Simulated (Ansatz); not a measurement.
Run report: Ga45Al19As64, single-point calculation (part 1 of 2)

- system: Ga45Al19As64 (128 atoms in the cell)
- method: DFT, HSE06, PAW, plane waves (Ansatz 0.2.0)

The structure was built on a prototype by a generator; it need not be a known phase.

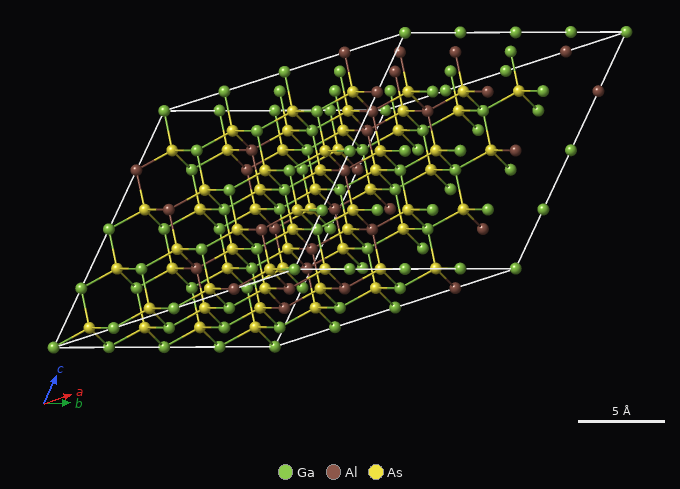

Figure 1. The structure as given in the input (ball-and-stick view of the cell of the calculation, seen at an oblique angle).

Summary:

| quantity | value |
| --- | --- |
| outcome | converged |
| space group (tolerance 0.01 Å) | P1 (1) |
| electrons treated | 1602 |
| free energy | −491393.5031 eV |
| Fermi energy | 8.081 eV |
| largest force (length of the vector) | 0.090 eV/Å |
| hardware | 1 × NVIDIA GB300 Max-Q, 32 threads of Arm Neoverse-V2, 180 GiB of memory available, shared host |
| wall time | 3 min (CPU time 22 min) |
| peak memory | 14 GiB |

Input file:
```yaml
crystal:
  lattice:
    - [0.000000, 11.327376, 11.327376]
    - [11.327376, 0.000000, 11.327376]
    - [11.327376, 11.327376, 0.000000]
  atoms:
    - { symbol: Ga, position: [0.000494, 0.000024, 0.999779] }
    - { symbol: Ga, position: [0.499919, 0.999973, 0.000379] }
    - { symbol: Ga, position: [0.000046, 0.500116, 0.999851] }
    - { symbol: Ga, position: [0.000125, 0.000305, 0.499933] }
    - { symbol: Ga, position: [0.499740, 0.000316, 0.500412] }
    - { symbol: Ga, position: [0.750435, 0.249322, 0.250122] }
    - { symbol: Ga, position: [0.000406, 0.500042, 0.499687] }
    - { symbol: Ga, position: [0.500148, 0.500196, 0.500006] }
    - { symbol: Ga, position: [0.750027, 0.749436, 0.250494] }
    - { symbol: Ga, position: [0.249804, 0.749768, 0.750314] }
    - { symbol: Ga, position: [0.749653, 0.750271, 0.750173] }
    - { symbol: Ga, position: [0.999891, 0.000581, 0.249841] }
    - { symbol: Ga, position: [0.250220, 0.250122, 0.999760] }
    - { symbol: Ga, position: [0.499969, 0.999861, 0.250238] }
    - { symbol: Ga, position: [0.999689, 0.500354, 0.249987] }
    - { symbol: Ga, position: [0.249964, 0.750423, 0.999569] }
    - { symbol: Ga, position: [0.250414, 0.249839, 0.499653] }
    - { symbol: Ga, position: [0.750127, 0.749820, 0.000235] }
    - { symbol: Ga, position: [0.500310, 0.999829, 0.750099] }
    - { symbol: Ga, position: [0.749703, 0.749894, 0.500064] }
    - { symbol: Ga, position: [0.999666, 0.249849, 0.000891] }
    - { symbol: Ga, position: [0.250080, 0.000085, 0.249707] }
    - { symbol: Ga, position: [0.499394, 0.249919, 0.001079] }
    - { symbol: Ga, position: [0.000048, 0.749507, 0.000647] }
    - { symbol: Ga, position: [0.999458, 0.250718, 0.500346] }
    - { symbol: Ga, position: [0.249640, 0.499887, 0.250518] }
    - { symbol: Ga, position: [0.500052, 0.750226, 0.000023] }
    - { symbol: Ga, position: [0.250101, 0.000198, 0.749929] }
    - { symbol: Ga, position: [0.499633, 0.250136, 0.500695] }
    - { symbol: Ga, position: [0.749864, 0.999643, 0.750188] }
    - { symbol: Ga, position: [0.249539, 0.500085, 0.750879] }
    - { symbol: Ga, position: [0.499929, 0.750093, 0.500229] }
    - { symbol: Ga, position: [0.250213, 0.999978, 0.999801] }
    - { symbol: Ga, position: [0.000118, 0.250183, 0.250148] }
    - { symbol: Ga, position: [0.249714, 0.500066, 0.000337] }
    - { symbol: Ga, position: [0.500006, 0.249826, 0.250898] }
    - { symbol: Ga, position: [0.750067, 0.999755, 0.500205] }
    - { symbol: Ga, position: [0.999880, 0.750147, 0.250056] }
    - { symbol: Ga, position: [0.000334, 0.249642, 0.750246] }
    - { symbol: Ga, position: [0.250617, 0.498984, 0.500464] }
    - { symbol: Ga, position: [0.499711, 0.750255, 0.250300] }
    - { symbol: Ga, position: [0.499783, 0.249975, 0.750823] }
    - { symbol: Ga, position: [0.750553, 0.500433, 0.499355] }
    - { symbol: Ga, position: [0.000003, 0.749426, 0.750645] }
    - { symbol: Ga, position: [0.499783, 0.750431, 0.749948] }
    - { symbol: Al, position: [0.249606, 0.249592, 0.250406] }
    - { symbol: Al, position: [0.499309, 0.500287, 0.999632] }
    - { symbol: Al, position: [0.249752, 0.749956, 0.249538] }
    - { symbol: Al, position: [0.249287, 0.249601, 0.750701] }
    - { symbol: Al, position: [0.750361, 0.249765, 0.749154] }
    - { symbol: Al, position: [0.750293, 0.249315, 0.999626] }
    - { symbol: Al, position: [0.000077, 0.999392, 0.749488] }
    - { symbol: Al, position: [0.499551, 0.500021, 0.249583] }
    - { symbol: Al, position: [0.749978, 0.249520, 0.499268] }
    - { symbol: Al, position: [0.999475, 0.500041, 0.749239] }
    - { symbol: Al, position: [0.249937, 0.748994, 0.499966] }
    - { symbol: Al, position: [0.499849, 0.499724, 0.749649] }
    - { symbol: Al, position: [0.749965, 0.999742, 0.249635] }
    - { symbol: Al, position: [0.749325, 0.500213, 0.249533] }
    - { symbol: Al, position: [0.999440, 0.750767, 0.499911] }
    - { symbol: Al, position: [0.749408, 0.500021, 0.749828] }
    - { symbol: Al, position: [0.750304, 0.999564, 0.999556] }
    - { symbol: Al, position: [0.250356, 0.998734, 0.499973] }
    - { symbol: Al, position: [0.750050, 0.500019, 0.999489] }
    - { symbol: As, position: [0.062731, 0.062469, 0.062403] }
    - { symbol: As, position: [0.562433, 0.062431, 0.062929] }
    - { symbol: As, position: [0.062477, 0.562105, 0.062636] }
    - { symbol: As, position: [0.062722, 0.063226, 0.561904] }
    - { symbol: As, position: [0.312452, 0.312462, 0.312320] }
    - { symbol: As, position: [0.562317, 0.562631, 0.062069] }
    - { symbol: As, position: [0.562531, 0.062646, 0.562708] }
    - { symbol: As, position: [0.812688, 0.312576, 0.311919] }
    - { symbol: As, position: [0.063111, 0.563003, 0.561737] }
    - { symbol: As, position: [0.312153, 0.812672, 0.312198] }
    - { symbol: As, position: [0.312356, 0.312378, 0.812530] }
    - { symbol: As, position: [0.562968, 0.562677, 0.562022] }
    - { symbol: As, position: [0.812448, 0.812184, 0.312755] }
    - { symbol: As, position: [0.812685, 0.312333, 0.811969] }
    - { symbol: As, position: [0.312200, 0.812705, 0.812222] }
    - { symbol: As, position: [0.812344, 0.812328, 0.812811] }
    - { symbol: As, position: [0.062528, 0.062634, 0.312455] }
    - { symbol: As, position: [0.312102, 0.312597, 0.062800] }
    - { symbol: As, position: [0.562198, 0.062487, 0.312977] }
    - { symbol: As, position: [0.812127, 0.312108, 0.062671] }
    - { symbol: As, position: [0.062377, 0.562512, 0.312375] }
    - { symbol: As, position: [0.312725, 0.812675, 0.062036] }
    - { symbol: As, position: [0.062527, 0.062174, 0.812168] }
    - { symbol: As, position: [0.312332, 0.311810, 0.562992] }
    - { symbol: As, position: [0.561557, 0.562616, 0.312611] }
    - { symbol: As, position: [0.812533, 0.812000, 0.062919] }
    - { symbol: As, position: [0.562385, 0.062412, 0.812732] }
    - { symbol: As, position: [0.812050, 0.312810, 0.561620] }
    - { symbol: As, position: [0.062203, 0.561929, 0.812261] }
    - { symbol: As, position: [0.312389, 0.811205, 0.562874] }
    - { symbol: As, position: [0.561878, 0.562826, 0.812066] }
    - { symbol: As, position: [0.811860, 0.812466, 0.562753] }
    - { symbol: As, position: [0.062690, 0.312478, 0.062599] }
    - { symbol: As, position: [0.312843, 0.062105, 0.312449] }
    - { symbol: As, position: [0.562478, 0.312450, 0.063255] }
    - { symbol: As, position: [0.812383, 0.061998, 0.312632] }
    - { symbol: As, position: [0.062509, 0.812539, 0.062554] }
    - { symbol: As, position: [0.062719, 0.312595, 0.562548] }
    - { symbol: As, position: [0.312136, 0.562322, 0.313073] }
    - { symbol: As, position: [0.562537, 0.812456, 0.062698] }
    - { symbol: As, position: [0.312956, 0.062124, 0.812460] }
    - { symbol: As, position: [0.562247, 0.312682, 0.563132] }
    - { symbol: As, position: [0.812259, 0.562207, 0.312121] }
    - { symbol: As, position: [0.812735, 0.062383, 0.812228] }
    - { symbol: As, position: [0.062300, 0.812729, 0.562966] }
    - { symbol: As, position: [0.312263, 0.562499, 0.812953] }
    - { symbol: As, position: [0.562306, 0.812748, 0.562462] }
    - { symbol: As, position: [0.812100, 0.562762, 0.811937] }
    - { symbol: As, position: [0.312506, 0.062569, 0.062306] }
    - { symbol: As, position: [0.812952, 0.061985, 0.062216] }
    - { symbol: As, position: [0.062066, 0.312972, 0.312917] }
    - { symbol: As, position: [0.311756, 0.562947, 0.062924] }
    - { symbol: As, position: [0.312268, 0.062258, 0.562305] }
    - { symbol: As, position: [0.562844, 0.312235, 0.313166] }
    - { symbol: As, position: [0.812456, 0.562551, 0.061977] }
    - { symbol: As, position: [0.812724, 0.061841, 0.562812] }
    - { symbol: As, position: [0.062242, 0.813213, 0.312350] }
    - { symbol: As, position: [0.061765, 0.312523, 0.813334] }
    - { symbol: As, position: [0.312754, 0.561448, 0.563332] }
    - { symbol: As, position: [0.562442, 0.812440, 0.312643] }
    - { symbol: As, position: [0.562648, 0.312047, 0.813454] }
    - { symbol: As, position: [0.812801, 0.562520, 0.562288] }
    - { symbol: As, position: [0.062473, 0.811767, 0.813165] }
    - { symbol: As, position: [0.562384, 0.812563, 0.812651] }
kpoints:
  mp_grid: { grid: [1, 1, 1] }
hamiltonian:
  xc: hse06
scf:
  occupations: { method: fermi_dirac, width: 0.01 }
output:
  forces: true
  eigenvalues: true
  populations: true
  eigenstates: { kpoints: [[0, 0, 0]], e_range: [-6.0, 6.0], localisation: true }
```

Run as:
```bash
ansatz run in.yaml --threads 32 --pin off --max-ram 171000MiB --runs-dir r --events-out ev --progress --plain --backend cuda --devices 0,
```

Output:
```
Pseudopotentials: kind: paw
Functional definition: HSE06
  parameter a = 0.25
  parameter omega = 0.11/bohr
  exchange = pbe_x - a*pbe_x_sr(omega) + a*exact_x_sr(omega)
  correlation = pbe_c
Crystal: 128 atoms, lattice volume = 2906.819 Å³
Basis set: ecut = 420 eV, 56905 PW (Γ), exchange–correlation on 216×216×216 points (8 copies of the dense FFT grid, shifted against one another)
Bands: 962, of which v1, the nominal top of the filled ones, is band 801 counted from 1 (800 counted from 0)
Symmetry: 1 space group operations
Space group: P1 (ITA 1), of the structure as read, at distance tolerance 1.4e-4 Å
k-points: 1
Non-local potential: Ga, projectors of the file, l = 0: 2, l = 1: 2, l = 2: 3, l = 3: 1
Non-local potential: Al, projectors of the file, l = 0: 2, l = 1: 2, l = 2: 1
Non-local potential: As, projectors of the file, l = 0: 2, l = 1: 2, l = 2: 3, l = 3: 1
PAW form: soft (Blöchl's): semilocal exchange-correlation on the pseudo side does not see the compensation charge
PAW frozen core: Ga, regenerated for the run's functional, and the local potential with it (the file was generated under x = pbe(κ = 0.804, μ = 0.2195149727645171), c = pbe(β = 0.06672455060314922))
PAW frozen core: Al, regenerated for the run's functional, and the local potential with it (the file was generated under x = pbe(κ = 0.804, μ = 0.2195149727645171), c = pbe(β = 0.06672455060314922))
PAW frozen core: As, regenerated for the run's functional, and the local potential with it (the file was generated under x = pbe(κ = 0.804, μ = 0.2195149727645171), c = pbe(β = 0.06672455060314922))
PAW one-centre angular grid: Ga, 590 points (default); XC on 64 Gauss nodes
PAW one-centre angular grid: Al, 110 points (default); XC on 64 Gauss nodes
PAW one-centre angular grid: As, 590 points (default); XC on 64 Gauss nodes
Initial density: superposition of atomic densities (neutral atoms: chi_scale 0, normalization atom), corrected by the library's trained network
Initial wavefunctions: pseudopotential atomic-orbital guess
Functional: x = pbe(κ = 0.804, μ = 0.2195149727645171), c = pbe(β = 0.06672455060314922), warm-up for x = pbe(κ = 0.804, μ = 0.2195149727645171) + 0.25 (exact − pbe) at short range (hse, ω = 0.20786987370883472 Å⁻¹), c = pbe(β = 0.06672455060314922); HSE06 as pw.x's `hse` composes it (authors' and Libxc's form: `xc: wpbeh`)
SCF iter   1: F=—  HF=-491280.039635 eV  |F-HF|=—  |Δ(HF+E_count)|=         —  Δρ=1.42e-3  dr2=4.81e-2  ethr=1.77e-3  ⟨swp⟩=20.0  Hψ=3867  notcnv=3
preconditioner: auto → none  [insulator: Δε(μ)=0.854 eV  Ē_g=13.458 eV  σ=0.010 eV  W_gap=1.00  n_scr=724 (ndim 8)  ℏωp=21.4 eV  f_vac=0.059  D(μ)=0.00/eV (n_scr^D=0)]
SCF iter   2: F=—  HF=-491280.055388 eV  |F-HF|=—  |Δ(HF+E_count)|=   1.58e-2  Δρ=6.17e-4  dr2=2.45e-2  ethr=3.00e-6  ⟨swp⟩=16.0  Hψ=4080  notcnv=0  defer=25
SCF iter   3: F=—  HF=-491280.058603 eV  |F-HF|=—  |Δ(HF+E_count)|=   3.22e-3  Δρ=4.07e-4  dr2=3.28e-2  ethr=1.53e-6  ⟨swp⟩=10.0  Hψ=3119  notcnv=0  defer=91
iter 4 solved again at ethr=1.04e-7 eV; its pass at ethr=1.53e-6 eV (dr2=1.67e-3 eV) is discarded
SCF iter   4: F=—  HF=-491280.054012 eV  |F-HF|=—  |Δ(HF+E_count)|=   4.59e-3  Δρ=2.15e-4  dr2=1.78e-3  ethr=1.04e-7  ⟨swp⟩=6.0  Hψ=4761  notcnv=0  defer=31
SCF iter   5: F=—  HF=-491280.054167 eV  |F-HF|=—  |Δ(HF+E_count)|=   1.56e-4  Δρ=1.04e-4  dr2=2.44e-4  ethr=1.04e-7  ⟨swp⟩=6.0  Hψ=2049  notcnv=0  defer=23
SCF iter   6: F=-491280.054250 eV  HF=-491280.054275 eV  |F-HF|=2.55e-5  |Δ(HF+E_count)|=   1.08e-4  Δρ=2.99e-5  dr2=5.16e-5  ethr=1.52e-8  ⟨swp⟩=7.0  Hψ=2108  notcnv=0  defer=21
SCF 1 stopped early in 6 iterations: F = -491280.054250 eV  dr2 = 5.16e-5
  greatest PAW one-centre occupation: 0.999 electrons in one spin orbital (limit 2), on the As atom at site 101 (counted from 0), in its partial waves of l = 2
Initial density: handed on by an earlier stage of this run
Initial wavefunctions: those handed on with the density
Functional: x = pbe(κ = 0.804, μ = 0.2195149727645171) + 0.25 (exact − pbe) at short range (hse, ω = 0.20786987370883472 Å⁻¹), c = pbe(β = 0.06672455060314922); HSE06 as pw.x's `hse` composes it (authors' and Libxc's form: `xc: wpbeh`)
Exchange kernel: α = 0.2500, screened, ω = 0.2079 Å⁻¹, Wigner–Seitz truncation, v(0) = 1027.0630 eV·Å³, q-mesh 1×1×1, nearest image of the exchange supercell L = 16.02 Å, pair-density grid 60×60×60, without the augmentation charges, whose exchange is taken in its separable form (sized by the pseudopotential files, 90×90×90 at the most), smooth part of the exchange summed in real space on grids 64×
Frozen-core exchange: fock
SCF iter   1: F=—  HF=-491394.026934 eV  |F-HF|=—  |Δ(HF+E_count)|=         —  Δρ=1.10e-2  dr2=1.39e0  ethr=3.22e-8  ⟨swp⟩=18.0  Hψ=6231  notcnv=0
preconditioner: auto → none  [insulator: Δε(μ)=1.698 eV  Ē_g=15.901 eV  σ=0.010 eV  W_gap=1.00  n_scr=724 (ndim 8)  ℏωp=21.4 eV  f_vac=0.059  D(μ)=0.00/eV (n_scr^D=0)]
SCF iter   2: F=—  HF=-491392.996224 eV  |F-HF|=—  |Δ(HF+E_count)|=    1.03e0  Δρ=2.63e-3  dr2=1.41e-1  ethr=3.22e-8  ⟨swp⟩=6.0  Hψ=4811  notcnv=0
SCF iter   3: F=—  HF=-491393.496524 eV  |F-HF|=—  |Δ(HF+E_count)|=   5.00e-1  Δρ=2.74e-3  dr2=8.09e-2  ethr=3.22e-8  ⟨swp⟩=6.0  Hψ=4464  notcnv=0
SCF iter   4: F=—  HF=-491393.487862 eV  |F-HF|=—  |Δ(HF+E_count)|=   8.66e-3  Δρ=9.91e-4  dr2=2.34e-2  ethr=3.22e-8  ⟨swp⟩=5.0  Hψ=3896  notcnv=0
SCF iter   5: F=—  HF=-491393.495722 eV  |F-HF|=—  |Δ(HF+E_count)|=   7.86e-3  Δρ=4.87e-4  dr2=5.43e-2  ethr=3.22e-8  ⟨swp⟩=5.0  Hψ=3952  notcnv=0
SCF iter   6: F=—  HF=-491393.486087 eV  |F-HF|=—  |Δ(HF+E_count)|=   9.63e-3  Δρ=3.53e-5  dr2=1.12e-3  ethr=3.22e-8  ⟨swp⟩=5.0  Hψ=3734  notcnv=0
SCF iter   7: F=—  HF=-491393.497791 eV  |F-HF|=—  |Δ(HF+E_count)|=   1.17e-2  Δρ=1.91e-4  dr2=6.79e-4  ethr=1.27e-8  ⟨swp⟩=6.0  Hψ=3512  notcnv=0
SCF iter   8: F=-491393.497395 eV  HF=-491393.497431 eV  |F-HF|=3.51e-5  |Δ(HF+E_count)|=   3.60e-4  Δρ=2.65e-5  dr2=5.17e-5  ethr=1.27e-8  ⟨swp⟩=4.0  Hψ=2508  notcnv=0
SCF 2 stopped early in 8 iterations: F = -491393.497395 eV  dr2 = 5.17e-5
  Residual-converged pass: ⟨swp⟩=4.0  Hψ=2582  notcnv=0  max |occ|·‖R‖ = 6.4e-6 eV (tolerance 6.7e-6 eV)  dr2=5.25e-5  dr2_onsite=4.19e-6  max |Δocc| = 0.0e0
hybrid outer 1: dexx = +5.881e-1 eV, tail = 2.47e-3 eV
SCF iter   1: F=—  HF=-491393.503072 eV  |F-HF|=—  |Δ(HF+E_count)|=         —  Δρ=5.53e-5  dr2=1.60e-4  ethr=7.71e-7  ⟨swp⟩=12.0  Hψ=2553  notcnv=0
preconditioner: auto → none  [insulator: Δε(μ)=1.777 eV  Ē_g=15.753 eV  σ=0.010 eV  W_gap=1.00  n_scr=724 (ndim 8)  ℏωp=21.4 eV  f_vac=0.059  D(μ)=0.00/eV (n_scr^D=0)]
SCF iter   2: F=—  HF=-491393.503100 eV  |F-HF|=—  |Δ(HF+E_count)|=   2.74e-5  Δρ=2.80e-5  dr2=4.18e-5  ethr=8.29e-9  ⟨swp⟩=4.0  Hψ=3174  notcnv=0
SCF iter   3: F=—  HF=-491393.503148 eV  |F-HF|=—  |Δ(HF+E_count)|=   4.87e-5  Δρ=2.23e-5  dr2=3.37e-5  ethr=2.15e-9  ⟨swp⟩=8.0  Hψ=2351  notcnv=0  defer=24
SCF iter   4: F=—  HF=-491393.503141 eV  |F-HF|=—  |Δ(HF+E_count)|=   7.49e-6  Δρ=4.91e-6  dr2=1.15e-6  ethr=2.03e-9  ⟨swp⟩=6.0  Hψ=1921  notcnv=0  defer=1
SCF iter   5: F=—  HF=-491393.503143 eV  |F-HF|=—  |Δ(HF+E_count)|=   2.15e-6  Δρ=3.57e-6  dr2=1.53e-6  ethr=5.24e-11  ⟨swp⟩=7.0  Hψ=3770  notcnv=0  defer=26
SCF iter   6: F=—  HF=-491393.503142 eV  |F-HF|=—  |Δ(HF+E_count)|=   3.89e-7  Δρ=1.28e-6  dr2=2.98e-7  ethr=5.24e-11  ⟨swp⟩=6.0  Hψ=1979  notcnv=0
SCF iter   7: F=-491393.503142 eV  HF=-491393.503142 eV  |F-HF|=8.50e-9  |Δ(HF+E_count)|=   4.41e-8  Δρ=4.09e-7  dr2=1.56e-8  ethr=1.48e-11  ⟨swp⟩=5.0  Hψ=2088  notcnv=0
SCF 3 converged in 7 iterations: F = -491393.503142 eV  dr2 = 1.56e-8
  Residual-converged pass: ⟨swp⟩=3.0  Hψ=2111  notcnv=0  max |occ|·‖R‖ = 2.7e-6 eV (tolerance 3.6e-6 eV)  dr2=1.66e-8  dr2_onsite=4.08e-9  max |Δocc| = 0.0e0
hybrid outer 2: dexx = +6.004e-5 eV, tail = 1.08e-6 eV, Δε = 2.56e-3 eV (about 7.59e-5 eV left of the loop's levels), ΔF = 4.88e-3 eV/Å (tail 7.42e-4)
SCF iter   1: F=—  HF=-491393.503140 eV  |F-HF|=—  |Δ(HF+E_count)|=         —  Δρ=1.54e-6  dr2=9.28e-8  ethr=3.38e-10  ⟨swp⟩=20.0  Hψ=3091  notcnv=15
preconditioner: auto → none  [insulator: Δε(μ)=1.778 eV  Ē_g=15.752 eV  σ=0.010 eV  W_gap=1.00  n_scr=724 (ndim 8)  ℏωp=21.4 eV  f_vac=0.059  D(μ)=0.00/eV (n_scr^D=0)]
SCF iter   2: F=-491393.503140 eV  HF=-491393.503140 eV  |F-HF|=1.45e-8  |Δ(HF+E_count)|=   1.26e-8  Δρ=4.93e-7  dr2=2.08e-8  ethr=1.72e-11 (applied; sched 5.22e-12)  ⟨swp⟩=3.0  Hψ=2487  notcnv=0
SCF 4 converged in 2 iterations: F = -491393.503140 eV  dr2 = 2.08e-8
  Residual-converged pass: ⟨swp⟩=2.0  Hψ=1440  notcnv=0  max |occ|·‖R‖ = 4.8e-6 eV (tolerance 5.1e-6 eV)  dr2=2.10e-8  dr2_onsite=5.39e-9  max |Δocc| = 0.0e0
```

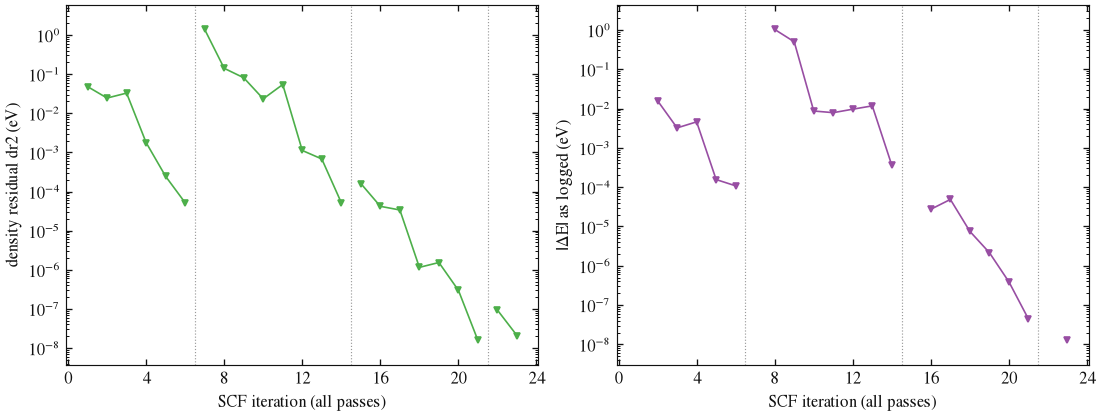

Figure 2. Convergence of the self-consistent field: density residual dr2 and size of the energy change against the SCF iteration. The run starts with a semilocal functional; after that each stretch between dotted lines is one SCF of the hybrid functional between two exact rebuilds of the exchange operator by the outer loop. Early passes are stopped at a loose threshold. The passes take 6, 8, 7 and 2 iterations.
